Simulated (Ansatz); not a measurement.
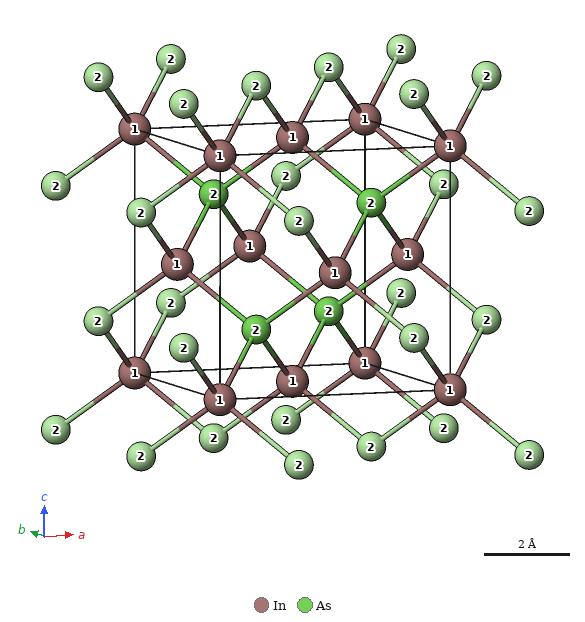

Fig. 1: The input geometry (ball-and-stick view of the cell 4 times as large as that of the calculation, set on its symmetry axes, seen slightly off an axis; neighbours outside the cell are drawn fainter; atoms are numbered from 1 in the order of the input).

Single-point calculation of InAs

The run: single-point calculation of InAs (F-43m, 2 atoms in the cell). Method and program: DFT, revPBE, plane waves, PAW, no spin polarisation (Ansatz 0.2.0).

The structure derives from an entry of the Crystallography Open Database. Figures and captions count atoms from 1; the log counts them from 0 in places.

Log
```
scf.n_extra_bands = 2 over 14 filled bands (N_el = 28.0): the run solves 16 bands
Engine: ansatz 0.2.0, x86_64-unknown-linux-gnu
Pseudopotentials: kind: paw
Pseudopotential: In, paw, valence charge 13, recommended cutoff 420 eV (normal), In.paw.azcp
Pseudopotential: As, paw, valence charge 15, recommended cutoff 420 eV (normal), As.paw.azcp
Functional definition: revPBE
  parameter kappa = 1.245
  parameter beta = 0.06672455060314922
  exchange = pbe_x(kappa = kappa, mu = beta*pi^2/3)
  correlation = pbe_c(beta = beta)
Crystal: 2 atoms, lattice volume = 48.488 Å³
Basis set: ecut = 420 eV, 941 PW (Γ), exchange–correlation on 60×60×60 points (8 copies of the dense FFT grid, shifted against one another)
Bands: 16, of which v1, the nominal top of the filled ones, is band 14 counted from 1 (13 counted from 0)
Symmetry: 24 space group operations
Space group: F-43m (ITA 216), of the structure as read, at distance tolerance 3.6e-5 Å
k-points: 72 of 1728 (time reversal used)
Non-local potential: In, projectors of the file, l = 0: 2, l = 1: 2, l = 2: 2, l = 3: 2
Non-local potential: As, projectors of the file, l = 0: 2, l = 1: 2, l = 2: 3, l = 3: 1
PAW form: soft (Blöchl's): semilocal exchange-correlation on the pseudo side does not see the compensation charge
PAW frozen core: In, regenerated for the run's functional, and the local potential with it (the file was generated under x = pbe(κ = 0.804, μ = 0.2195149727645171), c = pbe(β = 0.06672455060314922))
PAW frozen core: As, regenerated for the run's functional, and the local potential with it (the file was generated under x = pbe(κ = 0.804, μ = 0.2195149727645171), c = pbe(β = 0.06672455060314922))
PAW one-centre angular grid: In, 590 points (default); XC on 64 Gauss nodes
PAW one-centre angular grid: As, 590 points (default); XC on 64 Gauss nodes
Initial density: superposition of atomic densities (neutral atoms: chi_scale 0, normalization atom), corrected by the library's trained network
Initial wavefunctions: pseudopotential atomic-orbital guess
Functional: x = revpbe(κ = 1.245, μ = 0.2195149727645171), c = pbe(β = 0.06672455060314922)
SCF iter   1: F=—  HF=-10464.152407 eV  |F-HF|=—  |Δ(HF+E_count)|=         —  Δρ=2.43e-3  dr2=3.09e-3  ethr=1.77e-3  ⟨swp⟩=5.2  Hψ=5456  notcnv=0
preconditioner: auto → none  [insulator: Δε(μ)=0.551 eV  Ē_g=13.881 eV  σ=0.150 eV  W_gap=0.51  n_scr=14 (ndim 8)  ℏωp=22.6 eV  f_vac=0.065  D(μ)=0.01/eV (n_scr^D=0)  ε∞_Penn≈3.7]
SCF iter   2: F=—  HF=-10464.150786 eV  |F-HF|=—  |Δ(HF+E_count)|=   1.62e-3  Δρ=5.29e-4  dr2=1.72e-4  ethr=1.10e-5  ⟨swp⟩=2.0  Hψ=2377  notcnv=0
SCF iter   3: F=—  HF=-10464.150755 eV  |F-HF|=—  |Δ(HF+E_count)|=   3.05e-5  Δρ=2.47e-4  dr2=2.15e-5  ethr=6.15e-7  ⟨swp⟩=2.0  Hψ=1801  notcnv=0
SCF iter   4: F=—  HF=-10464.150769 eV  |F-HF|=—  |Δ(HF+E_count)|=   1.36e-5  Δρ=6.33e-5  dr2=1.10e-6  ethr=7.69e-8  ⟨swp⟩=2.0  Hψ=1415  notcnv=0
iter 5 did not close the SCF: its close was put off for the readings that it lacked (scf_convergence_deferred on its scf_iter line)
SCF iter   5: F=-10464.150770 eV  HF=-10464.150770 eV  |F-HF|=8.22e-8  |Δ(HF+E_count)|=   1.08e-6  Δρ=1.43e-5  dr2=5.30e-8  ethr=3.93e-9  ⟨swp⟩=2.0  Hψ=2170  notcnv=0
SCF iter   6: F=-10464.150770 eV  HF=-10464.150770 eV  |F-HF|=1.25e-8  |Δ(HF+E_count)|=   1.01e-7  Δρ=3.46e-6  dr2=2.58e-9  ethr=1.89e-10  ⟨swp⟩=3.1  Hψ=4484  notcnv=0
SCF 1 converged in 6 iterations: F = -10464.150770 eV  dr2 = 2.58e-9
  greatest PAW one-centre occupation: 0.999 electrons in one spin orbital (limit 2), on the As atom at site 1 (counted from 0), in its partial waves of l = 2
```

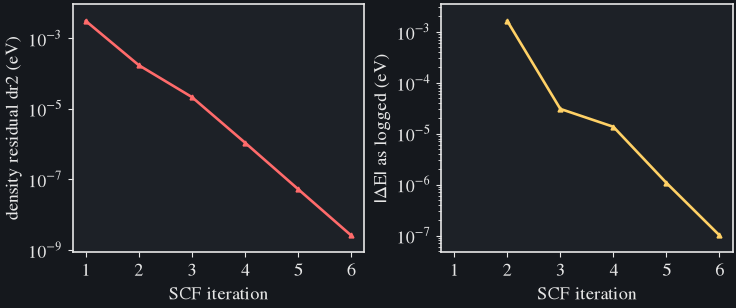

Fig. 2: Convergence of the self-consistent field: density residual dr2 and size of the energy change against the SCF iteration. The residual falls at every step.

```
SCF converged after 6 iterations
Free energy (F): -10464.150770 eV
Harris-Foulkes:  -10464.150770 eV  (|F-HF|=1.25e-8)
Internal energy: -10464.149733 eV  (E = F + TS)
E sigma→0 (E₀):  -10464.150251 eV
Entropy (-TS):   -0.001037 eV (-0.519 meV/atom)
Fermi energy:    10.359521 eV
--- Per-component energies (eV) ---
  E_band       = -264.862169
  E_kinetic    = 351.362847
  E_local      = -3095.440309  (includes V_loc(G=0)·N_el)
  E_nonlocal   = -304.329215
  E_hartree    = 1517.764515
  E_xc         = -296.955140
  E_vxc        = -181.060882  (∫ρ·V_xc dr)
  E_paw        = -6000.543791  (= ΣΔE_a)
  E_vpaw       = -70.923417  (= ΣTr[D̂ρ^β])
  E_aug_tail   = 0.000034  (compensation charges beyond the density's cutoff)
  E_ewald      = -2635.888680
  E_core_change = -0.119993  (= ΣΔE_core)
  E_smearing   = -0.001037  (= −TS)
  E_closure    = 0.000000  (closes the sum)
  Σ components = -10464.150770   (vs F -10464.150770, Δ=0.00e0)
--- Forces (eV/Å), atoms counted from 1 ---
  atom   1  In    -0.00000000     0.00000000    -0.00000000
  atom   2  As     0.00000000    -0.00000000     0.00000000
  max |Σ_I F_I| component: 2.57e-16 eV/Å
--- Stress (GPa, compression-positive) ---
       17.051893       0.000000      -0.000000
        0.000000      17.051893       0.000000
       -0.000000       0.000000      17.051893
  P = ⅓ Tr σ = 17.0519 GPa (170.519 kbar)
--- Band table (eV; the first three rows and the last of 72) ---
  k-point 0: bands = ["-25.3244", "-25.3244", "-25.3244", "-25.3119", "-25.3119", "-4.9213", "-4.9213", "-4.9213", "-4.7304", "-4.7304", "-2.9535", "9.8222", "9.8222", "9.8222", "10.3896", "13.8055"]
  k-point 1: bands = ["-25.3244", "-25.3244", "-25.3244", "-25.3118", "-25.3118", "-4.9385", "-4.9171", "-4.9171", "-4.7307", "-4.7307", "-2.8609", "8.7190", "9.7083", "9.7083", "11.1610", "13.8963"]
  k-point 2: bands = ["-25.3245", "-25.3243", "-25.3243", "-25.3118", "-25.3118", "-4.9819", "-4.9060", "-4.9060", "-4.7307", "-4.7307", "-2.5948", "7.2809", "9.4356", "9.4356", "11.5414", "14.3234"]
  k-point 71: bands = ["-25.3245", "-25.3244", "-25.3236", "-25.3118", "-25.3112", "-5.1718", "-4.8405", "-4.8085", "-4.7548", "-4.7200", "-0.2550", "3.5834", "6.2969", "6.3501", "14.1933", "14.6235"]
```

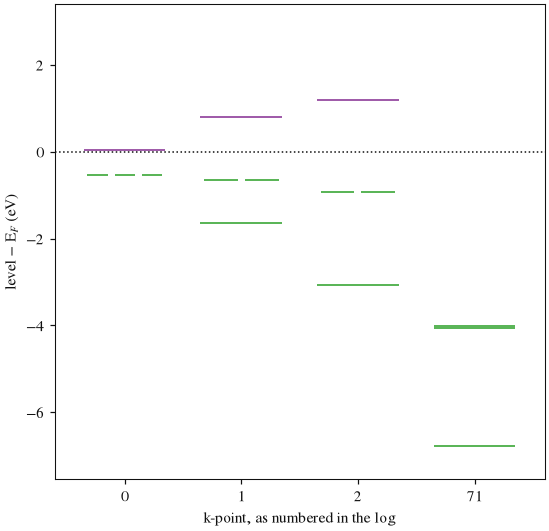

Fig. 3: Kohn–Sham levels near the Fermi level (dotted) at the few k-points that the log prints; levels within 0.02 eV of each other stand side by side. Among these points the highest filled and lowest empty levels are 0.57 eV apart, which is the gap on the mesh.

This output came from the following input.

Input
```yaml
crystal:
  lattice:
    - [0.0, 2.89424159, 2.89424159]
    - [2.89424159, 0.0, 2.89424159]
    - [2.89424159, 2.89424159, 0.0]
  atoms:
    - { symbol: In, position: [0.0, 0.0, 0.0] }
    - { symbol: As, position: [0.75, 0.75, 0.75] }
kpoints:
  mp_grid: { grid: [12, 12, 12] }
hamiltonian:
  xc: revpbe
scf:
  occupations: { method: fermi_dirac, width: 0.15 }
  n_extra_bands: 2
output:
  forces: true
  eigenvalues: true
  stress: true
```

Launched with:
```bash
ansatz run input.yaml --threads 1 --pin off --max-ram 3072MiB --backend cpu --events-out ev --progress --plain --runs-dir out
```

Key numbers

| quantity | value |
| --- | --- |
| outcome | converged |
| space group (tolerance 0.01 Å) | F-43m (216) |
| electrons treated | 28 |
| free energy | −10464.1508 eV |
| Fermi energy | 10.360 eV |
| gap on the k-point mesh | 0.57 eV |
| pressure | 17.05 GPa |
| largest force (length of the vector) | under 0.001 eV/Å |
| hardware | 1 thread of Intel Xeon (Granite Rapids), 192 GiB of memory available, shared host |
| wall time | 2.4 s |
| peak memory | 0.4 GiB |

Settings chosen away from the usual ones: scf.n_extra_bands set to 2; hamiltonian.xc set to revpbe (from pbesol); basis.ecutwfc removed. Results for this metal are sensitive to the k-point mesh. The cell is under a pressure of 17.1 GPa at this level, so it is not at its equilibrium volume.
